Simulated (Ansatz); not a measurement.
System: WC (slab).

```cif
data_structure
_symmetry_space_group_name_H-M 'P 1'
_symmetry_Int_Tables_number 1
_cell_length_a 2.8125
_cell_length_b 2.8836
_cell_length_c 28.3187
_cell_angle_alpha 90.000
_cell_angle_beta 90.000
_cell_angle_gamma 90.000
_cell_volume 229.66
loop_
_atom_site_label
_atom_site_type_symbol
_atom_site_fract_x
_atom_site_fract_y
_atom_site_fract_z
_atom_site_occupancy
C1 C 0.50000 0.00000 0.27209 1
W1 W 0.00000 0.50000 0.29300 1
C2 C 0.50000 0.50000 0.35304 1
W2 W 0.00000 0.00000 0.38190 1
C3 C 0.50000 0.00000 0.44082 1
W3 W 0.00000 0.50000 0.47013 1
C4 C 0.50000 0.50000 0.52897 1
W4 W 0.00000 0.00000 0.55825 1
C5 C 0.50000 0.00000 0.61703 1
W5 W 0.00000 0.50000 0.64644 1
C6 C 0.50000 0.50000 0.70546 1
W6 W 0.00000 0.00000 0.73288 1
```

Computed with DFT LDA, scalar-relativistic, plane waves, PAW (Ansatz).

What can the converged valence pseudo-density and electron localisation function tell about the bonding?

Answer. W–C (2.10 Å): the density is about 0.83 e/Å³ at the midpoint; the ELF peaks at about 0.80 in the valence shell of C, 0.7 Å from its nucleus, and is about 0.35 at the midpoint.
W–C (2.18 Å): the density is about 0.69 e/Å³ at the midpoint; the ELF peaks at about 0.80 in the valence shell of C, 0.7 Å from its nucleus, and is about 0.30 at the midpoint.
W–C (2.18 Å): ρ is about 0.69 e/Å³ halfway; the ELF peaks at about 0.80 in the valence shell of C, 0.7 Å from its nucleus, and is about 0.30 at the midpoint.

Does the calculation make it a metal, or give it a gap?

Answer. It is gapless in this calculation (a metal or semimetal).

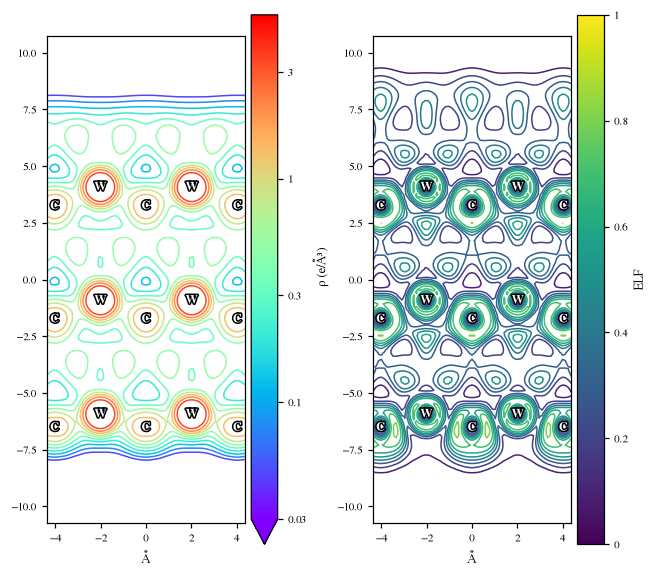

Computed valence pseudo-density and electron localisation function on the (11̄0) plane of the calculation cell, a cut from vacuum to vacuum, in this order. 

In a PAW calculation such maps are meaningful between the atoms, not at the nuclei.
